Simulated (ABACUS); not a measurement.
# Run report: Si, single-point calculation at one volume of an equation of state (part 2 of 2)

The same run, continued: Si (2 atoms in the cell); Kohn-Sham DFT of a periodic cell, PBE, SG15 ONCV 1.2 PBE, no spin polarisation (ABACUS 3.10.1); cutoff 1360.57 eV, 7×7×7 k-mesh, fermi-dirac of 0.05 eV. The structure derives from a Materials Project entry. It belongs to a series of runs on one base structure; here: volume scaled by 1.02. The settings are looser than a standard set-up, so the numbers are not reference values.

Geometry of the input (Å; fractional positions):
```
0.0000  2.7399  2.7399
2.7399  0.0000  2.7399
2.7399  2.7399  0.0000
Si 0.5000  0.5000  0.5000
Si 0.7500  0.7500  0.7500
```

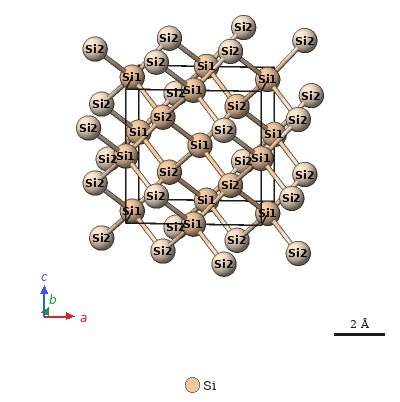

**Figure 1.** The structure as given in the input (ball-and-stick view of the cell 4 times as large as that of the calculation, set on its symmetry axes, seen at an oblique angle; neighbours outside the cell are drawn fainter; atoms are numbered from 1 in the order of the input).

## The program's output, continued
```
----------------------------------------------------------

 LCAO ALGORITHM --------------- ION=   1  ELEC=   2--------------------------------

 Density error is 0.025980712812
----------------------------------------------------------
     Energy           Rydberg                 eV
----------------------------------------------------------
 E_KohnSham     -15.6410906262       -212.8079554507
 E_Harris       -15.6331366738       -212.6997363769
 E_Fermi        0.5161010601         7.0219151614
----------------------------------------------------------

 LCAO ALGORITHM --------------- ION=   1  ELEC=   3--------------------------------

 Density error is 0.000780317604831
----------------------------------------------------------
     Energy           Rydberg                 eV
----------------------------------------------------------
 E_KohnSham     -15.6410922156       -212.8079770761
 E_Harris       -15.6400917562       -212.7943651271
 E_Fermi        0.5179915467         7.0476365510
----------------------------------------------------------

 LCAO ALGORITHM --------------- ION=   1  ELEC=   4--------------------------------

 Density error is 5.8909955016e-05
----------------------------------------------------------
     Energy           Rydberg                 eV
----------------------------------------------------------
 E_KohnSham     -15.6410922216       -212.8079771569
 E_Harris       -15.6409584499       -212.8061571004
 E_Fermi        0.5182355589         7.0509565072
----------------------------------------------------------

 LCAO ALGORITHM --------------- ION=   1  ELEC=   5--------------------------------

 Density error is 6.1050369844e-06
----------------------------------------------------------
     Energy           Rydberg                 eV
----------------------------------------------------------
 E_KohnSham     -15.6410922217       -212.8079771590
 E_Harris       -15.6410799022       -212.8078095427
 E_Fermi        0.5182603010         7.0512931412
----------------------------------------------------------

 LCAO ALGORITHM --------------- ION=   1  ELEC=   6--------------------------------

 Density error is 7.70108898487e-07
----------------------------------------------------------
     Energy           Rydberg                 eV
----------------------------------------------------------
 E_KohnSham     -15.6410922217       -212.8079771590
 E_Harris       -15.6410907185       -212.8079567071
 E_Fermi        0.5182627345         7.0513262506
----------------------------------------------------------

 LCAO ALGORITHM --------------- ION=   1  ELEC=   7--------------------------------

 Density error is 2.36428607961e-08
----------------------------------------------------------
     Energy           Rydberg                 eV
----------------------------------------------------------
 E_KohnSham     -15.6410922217       -212.8079771590
 E_KS(sigma->0) -15.6410922217       -212.8079771589
 E_Harris       -15.6410921809       -212.8079766038
 E_band         0.4875563517         6.6335444792
 E_one_elec     4.7992478712         65.2971171633
 E_Hartree      0.8960717917         12.1916821846
 E_xc           -4.6899972342        -63.8106859888
 E_Ewald        -16.6464146505       -226.4860905181
 E_entropy(-TS) -0.0000000000        -0.0000000001
 E_descf        0.0000000000         0.0000000000
 E_exx          0.0000000000         0.0000000000
 E_Fermi        0.5182630482         7.0513305180
----------------------------------------------------------

 charge density convergence is achieved
 final etot is -212.80797716 eV
 EFERMI = 7.051330518 eV

 STATE ENERGY(eV) AND OCCUPATIONS    NSPIN == 1
 1/20 kpoint (Cartesian) = 0.0000 0.0000 0.0000 (1155 pws)
       1       -6.07305     0.00583090
       2        6.09681     0.00583090
       3        6.09681     0.00583090
       4        6.09681     0.00583090
       5        8.95583    1.67280e-19
       6        8.95583    1.67280e-19
       7        8.95583    1.67280e-19
       8        8.97571    1.12410e-19

 2/20 kpoint (Cartesian) = 0.026070 0.026070 0.026070 (1169 pws)
       1       -5.80905      0.0466472
       2        3.98584      0.0466472
       3        5.66234      0.0466472
       4        5.66234      0.0466472
       5        8.79925    3.06607e-17
       6        9.62880    1.91073e-24
       7        9.62880    1.91073e-24
       8        11.3746    1.30908e-39

 3/20 kpoint (Cartesian) = 0.052140 0.052140 0.052140 (1176 pws)
       1       -5.05184      0.0466472
       2        1.32239      0.0466472
       3        5.05715      0.0466472
       4        5.05715      0.0466472
       5        8.54961    4.51747e-15
       6        10.6332    3.60299e-33
       7        10.6332    3.60299e-33
       8        14.7727    4.00192e-69

 4/20 kpoint (Cartesian) = 0.078210 0.078210 0.078210 (1170 pws)
       1       -4.03864      0.0466472
       2      -0.680040      0.0466472
       3        4.72495      0.0466472
       4        4.72495      0.0466472
       5        8.43966    4.07364e-14
       6        11.1332    1.63836e-37
       7        11.1332    1.63836e-37
       8        17.2370        0.00000

 5/20 kpoint (Cartesian) = 0.0000 0.0000 0.052140 (1163 pws)
       1       -5.71957      0.0349854
       2        4.24090      0.0349854
       3        5.01030      0.0349854
       4        5.01030      0.0349854
       5        8.55212    3.22256e-15
       6        10.6221    3.37439e-33
       7        10.7398    3.20591e-34
       8        10.7398    3.20591e-34

 6/20 kpoint (Cartesian) = 0.026070 0.078210 0.026070 (1182 pws)
       1       -5.11890       0.139942
       2        2.09807       0.139942
       3        4.36713       0.139942
       4        4.41961       0.139942
       5        9.11146    1.78617e-19
       6        10.3760    1.85418e-30
       7        11.9915    1.72209e-44
       8        13.4921    1.59192e-57

[... levels at 14 further k points ...]

 correction force for each atom along direction 1 is 1.97065e-15
 correction force for each atom along direction 2 is -1.07900e-15
 correction force for each atom along direction 3 is 4.22232e-15
------------------------------------------------------------------------------------------
 TOTAL-FORCE (eV/Angstrom)
------------------------------------------------------------------------------------------
                       Si1         0.0000000000         0.0000000000         0.0000000000
                       Si2         0.0000000000         0.0000000000         0.0000000000
------------------------------------------------------------------------------------------

----------------------------------------------------------------
 TOTAL-STRESS (KBAR)
----------------------------------------------------------------
        79.0375815246        -0.0000000000         0.0000000000
         0.0000000000        79.0375815246        -0.0000000000
         0.0000000000        -0.0000000000        79.0375815246
----------------------------------------------------------------
 TOTAL-PRESSURE: 79.037582 KBAR

 --------------------------------------------
 !FINAL_ETOT_IS -212.8079771589748646 eV
 --------------------------------------------
```

## Standard output
```
ABACUS v3.10.1

               Atomic-orbital Based Ab-initio Computation at UStc

 UNIFORM GRID DIM        : 48 * 48 * 48
 UNIFORM GRID DIM(BIG)   : 12 * 12 * 12
 ---------------------------------------------------------
 Self-consistent calculations for electrons
 ---------------------------------------------------------
 SPIN    KPOINTS         PROCESSORS  THREADS     NBASE
 1       20              4           4           8
 ---------------------------------------------------------
 Use Systematically Improvable Atomic bases
 ---------------------------------------------------------
 ELEMENT ORBITALS        NBASE       NATOM       XC
 Si      1s1p-7au        4           2
 ---------------------------------------------------------
 Initial plane wave basis and FFT box
 ---------------------------------------------------------
 -------------------------------------------
 SELF-CONSISTENT :
 -------------------------------------------
 START CHARGE      : atomic
 ITER       ETOT/eV          EDIFF/eV         DRHO     TIME/s
 GE1     -2.12806093e+02   0.00000000e+00   7.3199e-02   0.45
 Returing early from merge_systems (na1==1 .or. na1==2)
 Returing early from merge_systems (na1==1 .or. na1==2)
 Returing early from merge_systems (na1==1 .or. na1==2)
 Returing early from merge_systems (na1==1 .or. na1==2)
 GE2     -2.12807955e+02  -1.86226668e-03   2.5981e-02   0.47
 Returing early from merge_systems (na1==1 .or. na1==2)
 Returing early from merge_systems (na1==1 .or. na1==2)
 Returing early from merge_systems (na1==1 .or. na1==2)
 Returing early from merge_systems (na1==1 .or. na1==2)
 GE3     -2.12807977e+02  -2.16254080e-05   7.8032e-04   0.49
 GE4     -2.12807977e+02  -8.08318464e-08   5.8910e-05   0.41
 Returing early from merge_systems (na1==1 .or. na1==2)
 Returing early from merge_systems (na1==1 .or. na1==2)
 Returing early from merge_systems (na1==1 .or. na1==2)
 Returing early from merge_systems (na1==1 .or. na1==2)
 GE5     -2.12807977e+02  -2.06530138e-09   6.1050e-06   0.34
 Returing early from merge_systems (na1==1 .or. na1==2)
 Returing early from merge_systems (na1==1 .or. na1==2)
 Returing early from merge_systems (na1==1 .or. na1==2)
 Returing early from merge_systems (na1==1 .or. na1==2)
 GE6     -2.12807977e+02  -1.34377275e-11   7.7011e-07   0.35
 Returing early from merge_systems (na1==1 .or. na1==2)
 Returing early from merge_systems (na1==1 .or. na1==2)
 Returing early from merge_systems (na1==1 .or. na1==2)
 Returing early from merge_systems (na1==1 .or. na1==2)
 GE7     -2.12807977e+02  -4.10865770e-13   2.3643e-08   0.31
----------------------------------------------------------------
 TOTAL-STRESS (KBAR)
----------------------------------------------------------------
        79.0375815246        -0.0000000000         0.0000000000
         0.0000000000        79.0375815246        -0.0000000000
         0.0000000000        -0.0000000000        79.0375815246
----------------------------------------------------------------
 TOTAL-PRESSURE: 79.037582 KBAR
```

## File mulliken.txt
```
 0
CALCULATE THE MULLIkEN ANALYSIS FOR EACH ATOM
 Total charge:	8
Decomposed Mulliken populations
0                             Zeta of Si              Spin 1
s                                      0              1.3974
SUM OVER M+Zeta                                       1.3974

pz                                     0              0.8659
px                                     0              0.8467
py                                     0              0.8900
SUM OVER M                                            2.6026
SUM OVER M+Zeta                                       2.6026

SUM OVER M+Zeta+L                                     4.0000

Total Charge on atom:                 Si              4.0000


1                             Zeta of Si              Spin 1
s                                      0              1.3974
SUM OVER M+Zeta                                       1.3974

pz                                     0              0.8659
px                                     0              0.8467
py                                     0              0.8900
SUM OVER M                                            2.6026
SUM OVER M+Zeta                                       2.6026

SUM OVER M+Zeta+L                                     4.0000

Total Charge on atom:                 Si              4.0000
```
